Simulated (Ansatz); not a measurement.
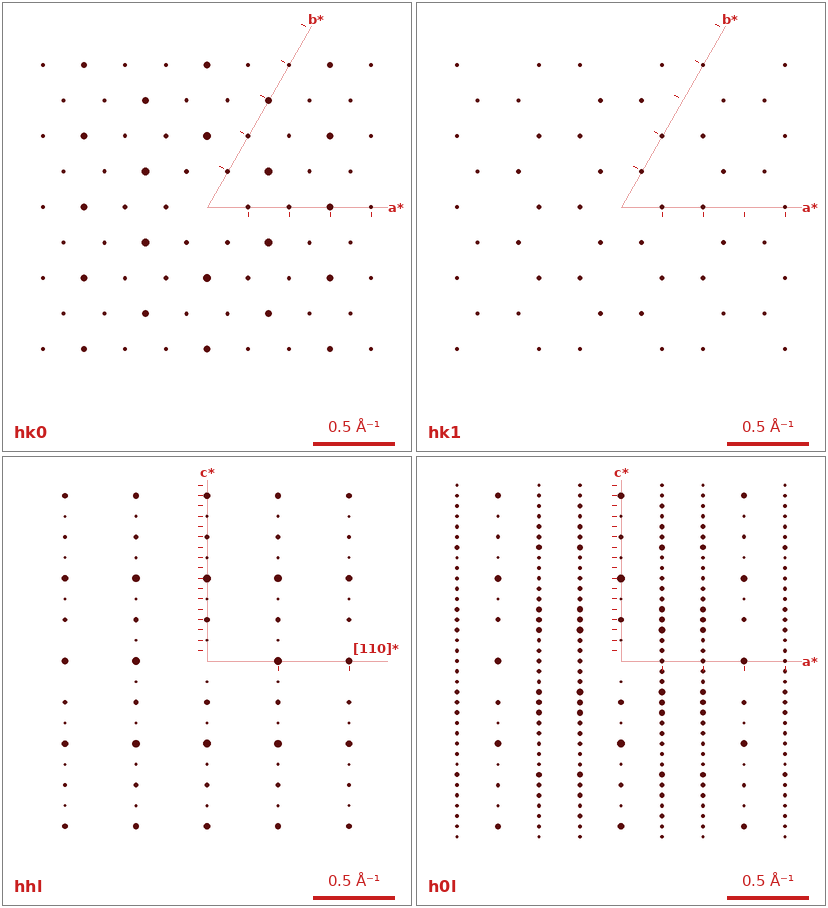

Four undistorted layers of reciprocal space, calculated for a single crystal (X-rays, kinematic |F|², B = 0.5 Å²). Tick marks count the reciprocal lattice steps of the conventional cell along each axis.

The compound is KBr. Structure: coordinates from a relaxation with DFT PBEsol, scalar-relativistic, plane waves, PAW (Ansatz 0.2.0); the starting structure was generated, so it need not be a known form of this composition.

Read the reciprocal cell and give the direct cell.

Answer. a* = 0.253, b* = 0.253, c* = 0.064 Å⁻¹, γ* = 60°; the cell is hexagonal with a = 4.56 Å, c = 15.67 Å (hexagonal axes).

List the systematic absences.

Answer. Reflections are present only under these conditions. hkl: no condition; hk0: no condition; h0l: no condition; hhl: l = 2n; 00l: l = 2n. The lattice is primitive (P). Further gaps, such as 0 3 1, 3 0 1, 3 0 3, come from atoms on special positions, not from the group's general conditions. A few very weak reflections are below the display threshold.

Which space groups fit?

Answer. The intensities have Laue symmetry 6/mmm (the hk0 layer shows 6mm, hk1 shows 6mm). With these conditions the candidates are P6_3mc (No. 186), P-62c (No. 190), P6_3/mmc (No. 194). Diffraction geometry alone does not choose among them; the structure has P6_3/mmc.
